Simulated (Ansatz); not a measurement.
W

The calculation's input:

```
crystal:
  lattice:
    - [0.0, 2.9171379, 2.9171379]
    - [2.9171379, 0.0, 2.9171379]
    - [2.9171379, 2.9171379, 0.0]
  atoms:
    - { symbol: W, position: [0.125, 0.125, 0.125] }
    - { symbol: W, position: [0.875, 0.875, 0.875] }
hamiltonian:
  xc: pbesol
  pseudopotentials:
    kind: paw
    azcp:
      W: "pseudopotentials/W.paw.azcp"
basis:
  ecutwfc: 420
  fft_grid_basis: typed
kpoints:
  mp_grid: { grid: [11, 11, 11], shift: [0, 0, 0] }
magnetization:
  spin_polarized: false
scf:
  occupations: { method: fermi_dirac, width: 0.1 }
  lower_state_search: "off"
output:
  stress: true
  write_density: true
  write_potential: true
  elf: true
  volumetric_format: npy
```

Below, planes, directions and counts refer to the conventional cell (a = 5.83 Å, b = 5.83 Å, c = 5.83 Å, α = 90.00°, β = 90.00°, γ = 90.00°).

Space group Fd-3m; set up as W, diamond; a generated structure, not necessarily the stable one; changed on purpose from its base cell (volume × 1.04); computed pressure about −5 GPa in this cell.

Theory: Ansatz, DFT, PBEsol, plane waves (420 eV) with PAW, scalar-relativistic.

Question: What can the converged valence pseudo-density and electron localisation function tell about the bonding?

Answer: W–W (2.53 Å): ρ at the midpoint is about 0.66 e/Å³; the ELF reaches about 0.50 near the midpoint.

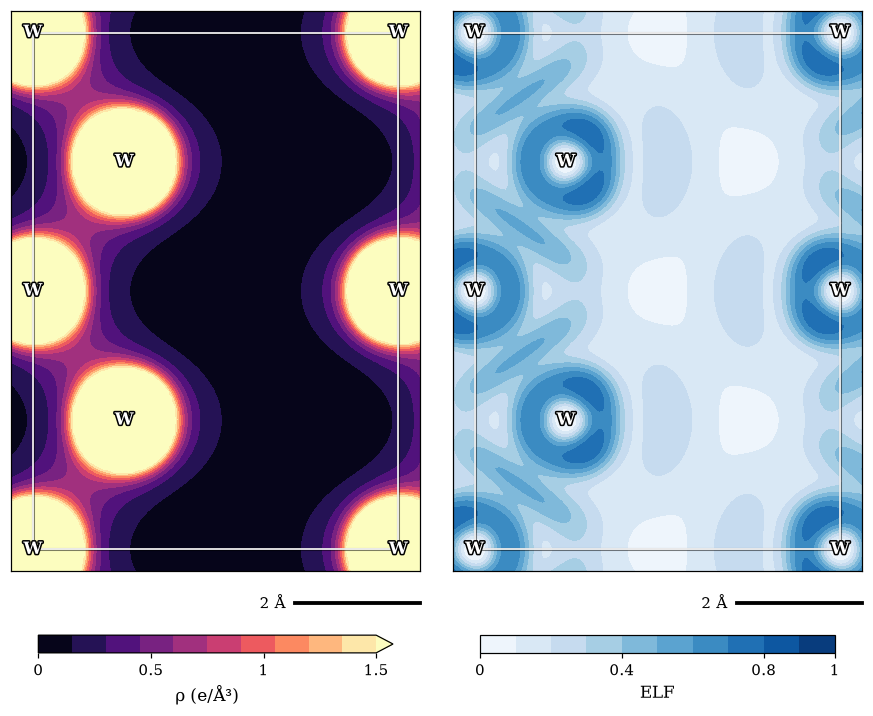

Computed valence pseudo-density and electron localisation function on the (011) plane of the conventional cell, in this order. 

The density is the valence pseudo-density of a PAW calculation; it isn't the true density close to the nuclei.
